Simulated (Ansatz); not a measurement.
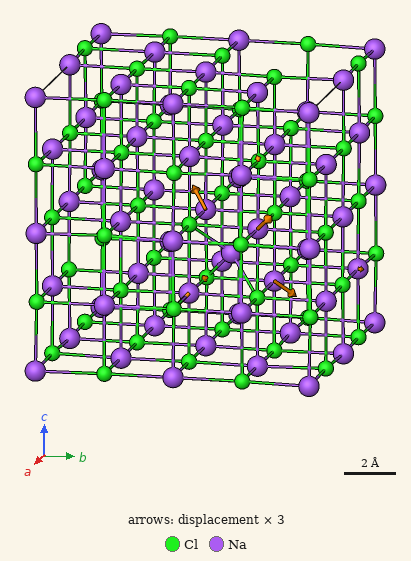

A relaxation of a defect cell of composition Cl$_{32}$Na$_{33}$. The starting structure is drawn; orange arrows show the displacements, 3 times their true length.

The picture is a ball-and-stick view of the cell of the calculation (origin shifted), seen slightly off an axis.

All numbers below come from DFT, PBEsol, PAW, plane waves in Ansatz 0.2.0. Settings: plane-wave cutoff 420 eV; k-point mesh 1 × 1 × 1; mesh shifted by (0.25, 0.25, 0.25); collinear spin; atoms relaxed in a fixed cell; force threshold 0.03 eV/Å; at most 80 steps.

> What did the optimiser do to the structure, and how much energy did it gain?

The energy falls by 1.271 eV per cell of the calculation in 4 geometry steps. The largest force component goes from 0.94 to 0.01 eV/Å. A Na atom moves most: 0.46 Å along [−1 −1 1]. By element the largest moves are Na 0.46 Å, Cl 0.11 Å. The lattice vectors keep their values. Near-neighbour distances that change, for instance: Na–Na 2.379 → 2.857 Å, Na–Na 2.424 → 2.858 Å, Na–Na 2.446 → 2.860 Å, Cl–Na 2.763 → 3.115 Å. Bond angles that change, for instance: Cl–Na–Cl 179.7° → 167.3°, Cl–Na–Cl 179.0° → 167.3°, Cl–Na–Cl 178.5° → 167.4°. Cost: 4.5 s on 1 × NVIDIA GB200 with 8 threads of Arm Neoverse-V2, peak memory 2 GiB.
